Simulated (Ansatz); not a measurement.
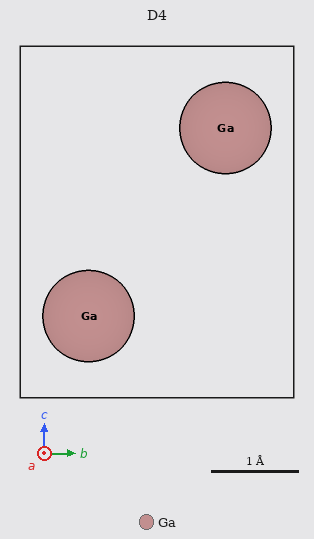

A crystal of Ga (set up in P2_1/m), relaxed (cell and atoms) with several dispersion corrections. The picture shows the result with D4. Style: ball-and-stick. Shown: the cell of the calculation, along the a axis.

Computed with Ansatz 0.2.0: PBE, Ansatz PAW. (plane-wave cutoff 420 eV; k-point mesh 10 × 8 × 7; occupations fermi-dirac; smearing width 0.05 eV; no spin polarisation; cell and atoms relaxed; force threshold 0.01 eV/Å)

```json
{"dispersion correction": "D4", "volume (Å³/atom)": "17.836", "a (Å)": "2.765", "b (Å)": "3.171", "c (Å)": "4.319"}
{"dispersion correction": "D3(BJ)", "volume (Å³/atom)": "?", "a (Å)": "?", "b (Å)": "?", "c (Å)": "?"}
{"dispersion correction": "none", "volume (Å³/atom)": "19.207", "a (Å)": "2.847", "b (Å)": "3.271", "c (Å)": "4.384"}
{"dispersion correction": "D3(BJ)-ATM", "volume (Å³/atom)": "18.341", "a (Å)": "2.793", "b (Å)": "3.214", "c (Å)": "4.338"}
```

Q: Fill in the missing row.

A: With D3(BJ) the volume falls between D4 (17.836) and D3(BJ)-ATM (18.341). The calculation gives 18.242 Å³/atom (a = 2.787 Å, b = 3.205 Å, c = 4.336 Å). In order of volume: D4 < D3(BJ) < D3(BJ)-ATM < none; the spread is 7.7 %.

Each member starts from this one structure; whether another phase lies lower wasn't checked.
